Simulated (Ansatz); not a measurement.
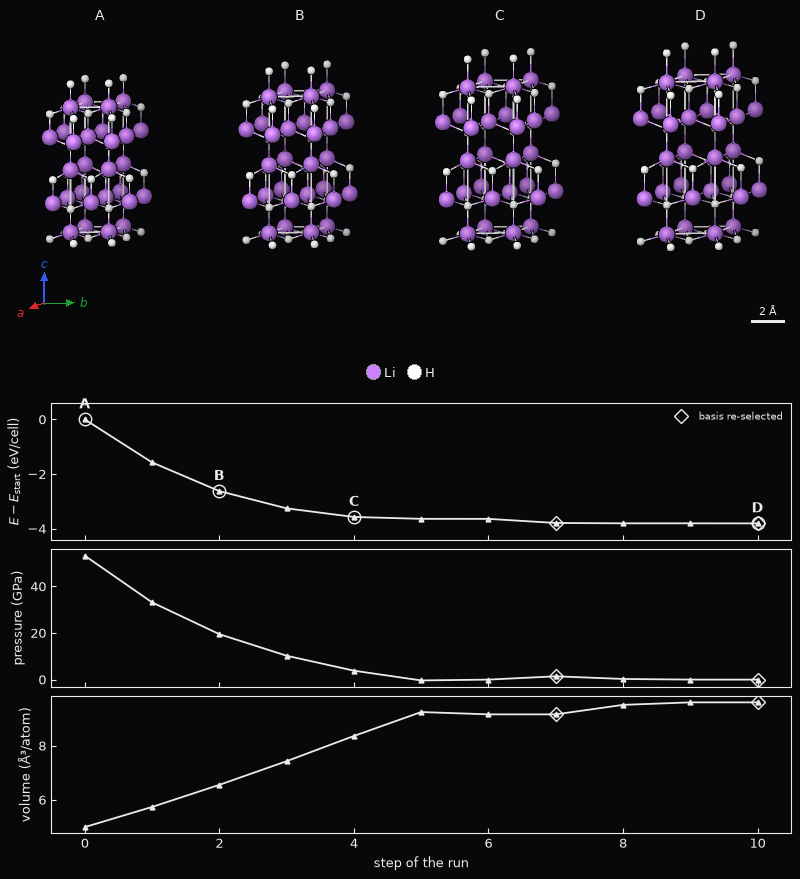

Frames of a relaxation of a crystal of LiH (built on the 4H polytype type), marked on the history of the run. The picture is a ball-and-stick view of the cell of the calculation, seen slightly off an axis.

Level of theory: DFT, PBEsol, plane waves, PAW in Ansatz.

The input:
```yaml
crystal:
  lattice:
    - [2.4171564782, 0.0, 0.0]
    - [-1.2085782391, 2.093318915, 0.0]
    - [0.0, 0.0, 7.8944330577]
  atoms:
    - { symbol: Li, position: [0.0, 0.0, 0.0] }
    - { symbol: Li, position: [0.3333333333, 0.6666666667, 0.25] }
    - { symbol: Li, position: [0.0, 0.0, 0.5] }
    - { symbol: Li, position: [0.6666666667, 0.3333333333, 0.75] }
    - { symbol: H, position: [0.0, 0.0, 0.1875] }
    - { symbol: H, position: [0.3333333333, 0.6666666667, 0.4375] }
    - { symbol: H, position: [0.0, 0.0, 0.6875] }
    - { symbol: H, position: [0.6666666667, 0.3333333333, 0.9375] }
kpoints:
  mp_grid: { grid: [9, 9, 4] }
hamiltonian:
  xc: pbesol
scf:
  occupations: { method: fermi_dirac, width: 0.03 }
relax:
  f_tol: 0.01
  cell: {}
  max_steps: 120
```

Run as
```bash
ansatz run input.yaml --threads 4 --pin off --max-ram 4608MiB --backend cpu --events-out ev --progress --plain --runs-dir out
```

### Describe the path.

After 8 accepted moves (10 points after the start) the energy has fallen by 3.803 eV per cell of the calculation. The largest force component goes from 0.089 to 0.0025 eV/Å. Pressure: 53.19 GPa at the start and −0.01 GPa at the end. At 2 points the geometry stayed and the basis and grid were re-selected for the new cell (energy shift of 0.150 eV per cell of the calculation at most each time). The largest moves relative to the cell, 0.037 Å, are those of Li1 and Li3. Li3 goes along −c. Largest moves by element: Li 0.037 Å, H 0.032 Å. The drawn cell changes as follows: a = b 2.417 → 3.040 Å (+25.8 %), c 7.894 → 9.599 Å (+21.6 %); the volume changes by +92.4 %. Among the contacts that change: Li1–Li1 2.417 → 3.040 Å, Li1–Li2 2.417 → 2.992 Å, Li1–Li4 2.417 → 2.955 Å, Li1–H5 1.480 → 1.869 Å. Bond angles that change, for instance: Li2–H6–Li3 109.5° → 107.3°, H6–Li3–H7 109.5° → 107.3°, H6–Li3–H6 109.5° → 111.6°. The space group stays P6_3mc (No. 186). The run took 13 s on 4 threads of Intel(R) Xeon(R) Processor @ 2.70GHz, on a shared host, peak memory 0.44 GiB. From step 0 to 2: volume +31.3 %, energy −2.622 eV per cell of the calculation. From step 2 to 4: volume +27.6 %, energy −0.946 eV per cell of the calculation. From step 4 to 10: volume +14.9 %, energy −0.235 eV per cell of the calculation.
